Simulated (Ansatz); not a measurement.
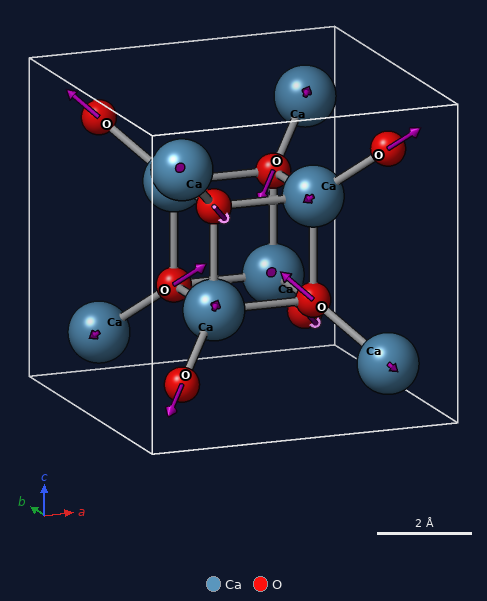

A relaxation of crystalline CaO (a generated structure, set up in I-43m). The starting structure is drawn; purple arrows show the displacements (the part carried along by the change of the cell is left out), 20 times their true length.

The picture is a ball-and-stick view of the conventional cell (2 times the calculation's cell), seen slightly off an axis. Lengths and directions refer to the drawn axes.

These are results of DFT PBE, scalar-relativistic, plane waves, PAW (Ansatz), not measurements.

The input:
```yaml
crystal:
  lattice:
    - [-3.51850349, 3.51850349, 3.51850349]
    - [3.51850349, -3.51850349, 3.51850349]
    - [3.51850349, 3.51850349, -3.51850349]
  atoms:
    - { symbol: Ca, position: [0.32530695, 0.0, 0.0] }
    - { symbol: Ca, position: [0.67469305, 0.67469305, 0.67469305] }
    - { symbol: Ca, position: [0.0, 0.32530695, 0.0] }
    - { symbol: Ca, position: [0.0, 0.0, 0.32530695] }
    - { symbol: O, position: [0.0, 0.67469305, 0.0] }
    - { symbol: O, position: [0.32530695, 0.32530695, 0.32530695] }
    - { symbol: O, position: [0.67469305, 0.0, 0.0] }
    - { symbol: O, position: [0.0, 0.0, 0.67469305] }
basis:
  ecutwfc: 420
kpoints:
  mp_grid: { grid: [6, 6, 6] }
hamiltonian:
  xc: pbe
scf:
  occupations: { method: gaussian, width: 0.02 }
output:
  forces: true
  stress: true
  eigenvalues: true
  write_density: true
  write_potential: true
  elf: true
  volumetric_format: npy
relax:
  adjacent_minimum: "off"
  f_tol: 0.01
  max_steps: 80
  cell: { stress_tol: 0.05 }
```

Command:
```bash
ansatz run input.yaml --threads 1 --pin off --max-ram 2560MiB --backend cpu --events-out ev --progress --plain --runs-dir out
```

Question: What happened in the run?

Answer: The largest moves relative to the cell, 0.048 Å, are those of O5, O6, O7 and O8. O6 goes along [−1 −1 −1]. By element the largest moves are O 0.048 Å, Ca 0.015 Å. Cell: a = b = c 7.037 → 7.135 Å (+1.4 %). Volume +4.2 %. Some distances before and after: Ca1–O7 2.129 → 2.222 Å, Ca1–Ca2 3.237 → 3.258 Å, Ca1–O5 2.289 → 2.285 Å. The space group stays I-43m (No. 217). The energy falls by 15.3 meV per atom in 5 accepted moves (7 points after the start). The largest force component goes from 0.36 to 0.00071 eV/Å. Pressure: 2.51 GPa at the start and 0.02 GPa at the end. At 2 points the geometry stayed and the basis and grid were re-selected for the new cell (energy shift of 1.9 meV per atom at most each time). The run took 68 s on 1 thread of Arm Neoverse V2 (shared host), peak memory 0.41 GiB.
